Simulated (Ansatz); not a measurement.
**Single-point calculation of FeCo3 (part 1 of 2)**

- system: FeCo3 (Pm-3m, 8 atoms in the cell)
- method: DFT PBEsol, scalar-relativistic, plane waves, PAW, spin-polarised (Ansatz 0.2.0)

The structure derives from a Materials Project entry. It belongs to a series of runs on one base structure; here: antiferromagnetic, doubled cell, propagation vector (0, 1/2, 1/2). Figures and captions count atoms from 1; the log counts them from 0 in places.

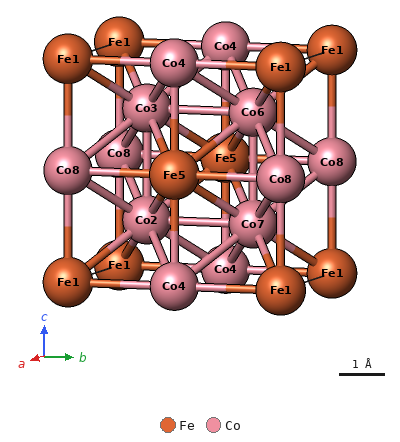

**Figure 1.** The structure (ball-and-stick view of the reduced cell, seen slightly off an axis; atoms are numbered from 1 in the order of the input). An atom can appear more than once, as a periodic image.

Results in brief

```json
{"quantity": "outcome", "value": "converged"}
{"quantity": "space group (tolerance 0.01 Å)", "value": "Pm-3m (221)"}
{"quantity": "electrons treated", "value": "134"}
{"quantity": "free energy", "value": "−39454.4341 eV"}
{"quantity": "Fermi energy", "value": "18.319 eV"}
{"quantity": "gap on the k-point mesh", "value": "none (metallic)"}
{"quantity": "net moment of the cell", "value": "0.00 μB"}
{"quantity": "integrated absolute moment", "value": "9.60 μB"}
{"quantity": "pressure", "value": "−17.09 GPa"}
{"quantity": "largest force (length of the vector)", "value": "0.158 eV/Å"}
{"quantity": "hardware", "value": "1 thread of Intel Xeon @ 2.50GHz (Skylake/Cascade Lake), 192 GiB of memory available, shared host"}
{"quantity": "wall time", "value": "7.4 min"}
{"quantity": "peak memory", "value": "1.5 GiB"}
```

Notes

The cell is under a tension of 17.1 GPa at this level, so it is not at its equilibrium volume.

Input
```yaml
crystal:
  lattice:
    - [3.53570262, 0.0, 0.0]
    - [0.0, 3.53570262, 3.53570262]
    - [0.0, 0.0, 7.07140524]
  atoms:
    - { symbol: Fe, position: [0.0, 0.0, 0.0], spin: 4.0 }
    - { symbol: Co, position: [0.5, 0.5, 0.75], spin: 3.0 }
    - { symbol: Co, position: [0.5, 0.0, 0.25], spin: 3.0 }
    - { symbol: Co, position: [0.0, 0.5, 0.0], spin: 3.0 }
    - { symbol: Fe, position: [0.0, 0.0, 0.5], spin: -4.0 }
    - { symbol: Co, position: [0.5, 0.5, 0.25], spin: -3.0 }
    - { symbol: Co, position: [0.5, 0.0, 0.75], spin: -3.0 }
    - { symbol: Co, position: [0.0, 0.5, 0.5], spin: -3.0 }
basis:
  ecutwfc: 420
kpoints:
  mp_grid: { grid: [12, 12, 6] }
hamiltonian:
  xc: pbesol
scf:
  occupations: { method: gaussian, width: 0.1 }
  lower_state_search: "off"
output:
  forces: true
  stress: true
  eigenvalues: true
  populations: true
magnetization:
  spin_polarized: true
```

Run as:
```bash
ansatz run input.yaml --threads 1 --pin off --max-ram 2560MiB --backend cpu --events-out ev --progress --plain --runs-dir out
```

Output
```
Engine: ansatz 0.2.0, x86_64-unknown-linux-gnu
Pseudopotentials: kind: paw
Pseudopotential: Fe, paw, valence charge 16, recommended cutoff 420 eV (normal), Fe.paw.azcp
Pseudopotential: Co, paw, valence charge 17, recommended cutoff 420 eV (normal), Co.paw.azcp
Functional definition: PBEsol
  exchange = pbesol_x
  correlation = pbesol_c
Crystal: 8 atoms, lattice volume = 88.401 Å³
Basis set: ecut = 420 eV, 1719 PW (Γ), exchange–correlation on 48×72×96 points (8 copies of the dense FFT grid, shifted against one another)
Bands: 96, of which v1, the nominal top of the filled ones, is band 67 counted from 1 (66 counted from 0)
Symmetry: 4 space group operations
Space group: Pmm2 (ITA 25), of the structure as read, at distance tolerance 4.5e-5 Å
Magnetic group: BNS 25.64 (UNI 162), of the structure as read, at distance tolerance 4.5e-5 Å
k-points: 175 of 864 (time reversal used)
Non-local potential: Fe, projectors of the file, l = 0: 3, l = 1: 2, l = 2: 3, l = 3: 1
Non-local potential: Co, projectors of the file, l = 0: 3, l = 1: 2, l = 2: 3, l = 3: 1
PAW form: soft (Blöchl's): semilocal exchange-correlation on the pseudo side does not see the compensation charge
PAW frozen core: Fe, regenerated for the run's functional, and the local potential with it (the file was generated under x = pbe(κ = 0.804, μ = 0.2195149727645171), c = pbe(β = 0.06672455060314922))
PAW frozen core: Co, regenerated for the run's functional, and the local potential with it (the file was generated under x = pbe(κ = 0.804, μ = 0.2195149727645171), c = pbe(β = 0.06672455060314922))
PAW one-centre angular grid: Fe, 590 points (default); XC on 64 Gauss nodes
PAW one-centre angular grid: Co, 590 points (default); XC on 64 Gauss nodes
Initial density: superposition of atomic densities (chi_scale 0.1, normalization cell)
Starting moments: Σ|m| = 26 μB on 8 of 8 sites
Starting magnetic order: antiferromagnet; a translation exchanges its spin sublattices: spin-degenerate at every k-point
Initial wavefunctions: pseudopotential atomic-orbital guess
Functional: x = pbesol(κ = 0.804, μ = 0.12345679012345678), c = pbesol(β = 0.046)
SCF iter   1: F=—  HF=-39452.213441 eV  |F-HF|=—  |Δ(HF+E_count)|=         —  Δρ=1.33e-1 (↑1.33e-1 ↓1.33e-1)  dr2=4.85e0  dr2_m=1.28e1  M=0.000 μB ∫|m|=16.886 μB  β_m=0.30  ethr=3.10e-3  ⟨swp⟩=4.4  Hψ=53458  notcnv=0  defer=1260
Mixer restart at iter 1: flushing history
preconditioner: auto → Kerker (q_TF=auto, 2.924 Å⁻¹)  [metal: Δε(μ)=0.001 eV  Ē_g=10.546 eV  σ=0.100 eV  W_gap=0.01  n_scr=38 (ndim 8)  ℏωp=33.0 eV  f_vac=0.000  D(μ)=10.51/eV (n_scr^D=160)]
spin=Collinear: Kerker preconditioning applied to the charge; magnetization (m = ρ↑ − ρ↓) channel mixes plain (no charge-response kernel on spin).
spin-set hold released at iteration 1 (the charge has settled, or the pull on large starting moments outlasts its swing): the magnetisation degrees of freedom join the quasi-Newton model from the next iteration; the mixer history was flushed
SCF iter   2: F=—  HF=-39452.670530 eV  |F-HF|=—  |Δ(HF+E_count)|=   4.57e-1  Δρ=9.71e-2 (↑9.71e-2 ↓9.71e-2)  dr2=1.90e0  dr2_m=7.00e0  M=0.000 μB ∫|m|=16.320 μB  β_m=0.57  ethr=3.10e-3  ⟨swp⟩=2.0  Hψ=21068  notcnv=0  defer=3311
SCF iter   3: F=—  HF=-39455.855422 eV  |F-HF|=—  |Δ(HF+E_count)|=    3.18e0  Δρ=1.61e-1 (↑1.61e-1 ↓1.61e-1)  dr2=4.90e1  dr2_m=8.86e0  M=0.000 μB ∫|m|=13.874 μB  β_m=0.37  ethr=1.42e-3  ⟨swp⟩=3.2  Hψ=25631  notcnv=0  defer=3298  recentre
SCF iter   4: F=—  HF=-39454.654089 eV  |F-HF|=—  |Δ(HF+E_count)|=    1.20e0  Δρ=9.54e-2 (↑9.54e-2 ↓9.54e-2)  dr2=1.46e1  dr2_m=3.02e0  M=0.000 μB ∫|m|=14.124 μB  β_m=0.42  ethr=1.42e-3  ⟨swp⟩=3.0  Hψ=34836  notcnv=0  defer=3305
SCF iter   5: F=—  HF=-39455.456431 eV  |F-HF|=—  |Δ(HF+E_count)|=   8.02e-1  Δρ=1.15e-1 (↑1.15e-1 ↓1.15e-1)  dr2=3.37e1  dr2_m=1.68e0  M=0.000 μB ∫|m|=11.699 μB  β_m=0.28  ethr=1.42e-3  ⟨swp⟩=3.5  Hψ=26933  notcnv=0  defer=3304
SCF iter   6: F=—  HF=-39454.419261 eV  |F-HF|=—  |Δ(HF+E_count)|=    1.04e0  Δρ=2.21e-2 (↑2.21e-2 ↓2.21e-2)  dr2=8.08e-1  dr2_m=1.66e-1  M=0.000 μB ∫|m|=11.217 μB  β_m=0.51  ethr=1.42e-3  ⟨swp⟩=2.1  Hψ=21115  notcnv=0  defer=3251
SCF iter   7: F=—  HF=-39454.411015 eV  |F-HF|=—  |Δ(HF+E_count)|=   8.25e-3  Δρ=1.97e-2 (↑1.97e-2 ↓1.97e-2)  dr2=5.61e-1  dr2_m=1.60e-1  M=0.000 μB ∫|m|=10.979 μB  β_m=0.75  ethr=6.03e-4  ⟨swp⟩=2.0  Hψ=15365  notcnv=0  defer=3251
SCF iter   8: F=—  HF=-39454.415051 eV  |F-HF|=—  |Δ(HF+E_count)|=   4.04e-3  Δρ=8.00e-3 (↑8.00e-3 ↓8.00e-3)  dr2=4.35e-2  dr2_m=3.53e-2  M=0.000 μB ∫|m|=10.829 μB  β_m=0.82  ethr=4.18e-4  ⟨swp⟩=2.1  Hψ=20370  notcnv=0  defer=3251
SCF iter   9: F=—  HF=-39454.420438 eV  |F-HF|=—  |Δ(HF+E_count)|=   5.39e-3  Δρ=5.35e-3 (↑5.35e-3 ↓5.35e-3)  dr2=2.45e-2  dr2_m=1.54e-2  M=0.000 μB ∫|m|=10.573 μB  β_m=0.72  ethr=3.24e-5  ⟨swp⟩=2.0  Hψ=19454  notcnv=0  defer=3249
SCF iter  10: F=—  HF=-39454.428130 eV  |F-HF|=—  |Δ(HF+E_count)|=   7.69e-3  Δρ=5.14e-3 (↑5.14e-3 ↓5.14e-3)  dr2=2.38e-2  dr2_m=1.35e-2  M=0.000 μB ∫|m|=10.166 μB  β_m=0.95  ethr=1.83e-5  ⟨swp⟩=2.0  Hψ=21491  notcnv=0  defer=3242
SCF iter  11: F=—  HF=-39454.433962 eV  |F-HF|=—  |Δ(HF+E_count)|=   5.83e-3  Δρ=7.69e-3 (↑7.69e-3 ↓7.69e-3)  dr2=1.21e-1  dr2_m=1.61e-2  M=0.000 μB ∫|m|=10.075 μB  β_m=0.96  ethr=1.77e-5  ⟨swp⟩=1.2  Hψ=17545  notcnv=0  defer=3224  recentre
SCF iter  12: F=—  HF=-39454.434587 eV  |F-HF|=—  |Δ(HF+E_count)|=   6.25e-4  Δρ=4.82e-3 (↑4.82e-3 ↓4.82e-3)  dr2=6.31e-2  dr2_m=3.62e-3  M=0.000 μB ∫|m|=9.935 μB  β_m=0.92  ethr=1.77e-5  ⟨swp⟩=2.0  Hψ=21290  notcnv=0  defer=3226
SCF iter  13: F=—  HF=-39454.436083 eV  |F-HF|=—  |Δ(HF+E_count)|=   1.50e-3  Δρ=6.16e-3 (↑6.16e-3 ↓6.16e-3)  dr2=8.37e-2  dr2_m=8.59e-3  M=0.000 μB ∫|m|=9.881 μB  β_m=0.96  ethr=1.77e-5  ⟨swp⟩=2.0  Hψ=20994  notcnv=0  defer=3223
SCF iter  14: F=—  HF=-39454.437832 eV  |F-HF|=—  |Δ(HF+E_count)|=   1.75e-3  Δρ=3.61e-3 (↑3.61e-3 ↓3.61e-3)  dr2=2.88e-2  dr2_m=1.04e-3  M=0.000 μB ∫|m|=9.836 μB  β_m=0.77  ethr=1.77e-5  ⟨swp⟩=2.0  Hψ=20867  notcnv=0  defer=3223
SCF iter  15: F=—  HF=-39454.437016 eV  |F-HF|=—  |Δ(HF+E_count)|=   8.16e-4  Δρ=6.55e-3 (↑6.55e-3 ↓6.55e-3)  dr2=9.50e-2  dr2_m=9.08e-3  M=0.000 μB ∫|m|=9.755 μB  β_m=0.28  ethr=1.77e-5  ⟨swp⟩=2.0  Hψ=22656  notcnv=0  defer=3223  recentre
SCF iter  16: F=—  HF=-39454.434905 eV  |F-HF|=—  |Δ(HF+E_count)|=   2.11e-3  Δρ=2.16e-3 (↑2.16e-3 ↓2.16e-3)  dr2=9.71e-3  dr2_m=6.56e-4  M=0.000 μB ∫|m|=9.823 μB  β_m=0.71  ethr=1.77e-5  ⟨swp⟩=2.0  Hψ=21639  notcnv=0  defer=3227
SCF iter  17: F=—  HF=-39454.434205 eV  |F-HF|=—  |Δ(HF+E_count)|=   7.00e-4  Δρ=1.28e-3 (↑1.28e-3 ↓1.28e-3)  dr2=4.28e-3  dr2_m=1.22e-4  M=0.000 μB ∫|m|=9.719 μB  β_m=0.85  ethr=7.24e-6  ⟨swp⟩=2.0  Hψ=20205  notcnv=0  defer=3223
SCF iter  18: F=—  HF=-39454.434108 eV  |F-HF|=—  |Δ(HF+E_count)|=   9.66e-5  Δρ=5.17e-4 (↑5.17e-4 ↓5.17e-4)  dr2=5.83e-4  dr2_m=4.88e-5  M=0.000 μB ∫|m|=9.658 μB  β_m=0.93  ethr=3.19e-6  ⟨swp⟩=1.5  Hψ=15905  notcnv=0  defer=3224
SCF iter  19: F=—  HF=-39454.434112 eV  |F-HF|=—  |Δ(HF+E_count)|=   3.92e-6  Δρ=2.41e-4 (↑2.41e-4 ↓2.41e-4)  dr2=1.35e-4  dr2_m=6.57e-6  M=0.000 μB ∫|m|=9.611 μB  β_m=0.87  ethr=4.35e-7  ⟨swp⟩=2.0  Hψ=18291  notcnv=0  defer=3224
SCF iter  20: F=—  HF=-39454.434106 eV  |F-HF|=—  |Δ(HF+E_count)|=   6.42e-6  Δρ=1.90e-4 (↑1.90e-4 ↓1.90e-4)  dr2=8.26e-5  dr2_m=7.28e-6  M=0.000 μB ∫|m|=9.595 μB  β_m=0.88  ethr=1.01e-7  ⟨swp⟩=1.7  Hψ=15680  notcnv=0  defer=3224
SCF iter  21: F=—  HF=-39454.434111 eV  |F-HF|=—  |Δ(HF+E_count)|=   4.98e-6  Δρ=3.87e-4 (↑3.87e-4 ↓3.87e-4)  dr2=3.73e-4  dr2_m=2.11e-5  M=0.000 μB ∫|m|=9.592 μB  β_m=0.88  ethr=6.17e-8  ⟨swp⟩=1.0  Hψ=13743  notcnv=0  defer=3223
SCF iter  22: F=—  HF=-39454.434112 eV  |F-HF|=—  |Δ(HF+E_count)|=   9.93e-7  Δρ=3.94e-4 (↑3.94e-4 ↓3.94e-4)  dr2=3.79e-4  dr2_m=2.21e-5  M=0.000 μB ∫|m|=9.591 μB  β_m=0.94  ethr=6.17e-8  ⟨swp⟩=1.0  Hψ=13593  notcnv=0  defer=3223
SCF iter  23: F=—  HF=-39454.434102 eV  |F-HF|=—  |Δ(HF+E_count)|=   9.63e-6  Δρ=1.94e-4 (↑1.94e-4 ↓1.94e-4)  dr2=9.42e-5  dr2_m=4.76e-6  M=0.000 μB ∫|m|=9.591 μB  β_m=0.84  ethr=6.17e-8  ⟨swp⟩=1.0  Hψ=13593  notcnv=0  defer=3223
SCF iter  24: F=—  HF=-39454.434099 eV  |F-HF|=—  |Δ(HF+E_count)|=   2.98e-6  Δρ=3.17e-5 (↑3.17e-5 ↓3.17e-5)  dr2=2.49e-6  dr2_m=7.92e-8  M=0.000 μB ∫|m|=9.594 μB  β_m=0.69  ethr=6.17e-8  ⟨swp⟩=1.0  Hψ=13596  notcnv=0  defer=3223
SCF iter  25: F=—  HF=-39454.434099 eV  |F-HF|=—  |Δ(HF+E_count)|=   8.36e-8  Δρ=2.06e-5 (↑2.06e-5 ↓2.06e-5)  dr2=1.06e-6  dr2_m=5.15e-8  M=0.000 μB ∫|m|=9.594 μB  β_m=0.85  ethr=1.86e-9  ⟨swp⟩=1.0  Hψ=13580  notcnv=0  defer=3223
SCF iter  26: F=—  HF=-39454.434099 eV  |F-HF|=—  |Δ(HF+E_count)|=   2.23e-8  Δρ=8.61e-6 (↑8.61e-6 ↓8.61e-6)  dr2=1.90e-7  dr2_m=4.31e-9  M=0.000 μB ∫|m|=9.594 μB  β_m=0.69  ethr=7.88e-10  ⟨swp⟩=1.0  Hψ=13561  notcnv=0  defer=3223
SCF iter  27: F=-39454.434099 eV  HF=-39454.434099 eV  |F-HF|=1.60e-8  |Δ(HF+E_count)|=   1.01e-8  Δρ=2.57e-6 (↑2.57e-6 ↓2.57e-6)  dr2=1.69e-8  dr2_m=1.25e-9  M=0.000 μB ∫|m|=9.594 μB  ethr=7.46e-11  ⟨swp⟩=9.3  Hψ=79299  notcnv=0
SCF 1 converged in 27 iterations: F = -39454.434099 eV  dr2 = 1.69e-8
  greatest PAW one-centre occupation: 1.001 electrons in one spin orbital (limit 2), on the Fe atom at site 4 (counted from 0), in its partial waves of l = 1
```

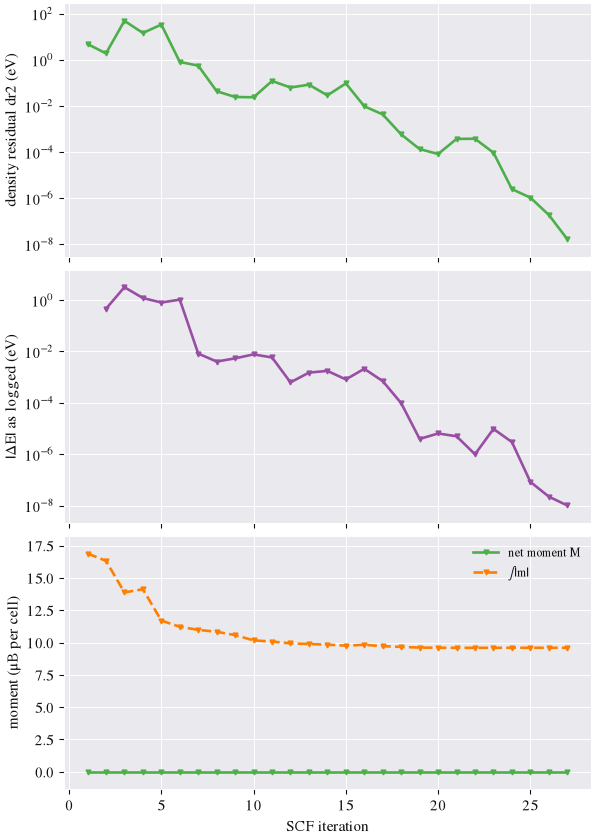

**Figure 2.** Convergence of the self-consistent field: density residual dr2, size of the energy change and magnetic moment against the SCF iteration. The residual falls unevenly and jumps up by a factor of two or more 5 times on the way down. The net moment stays at 0.0 μB per cell.
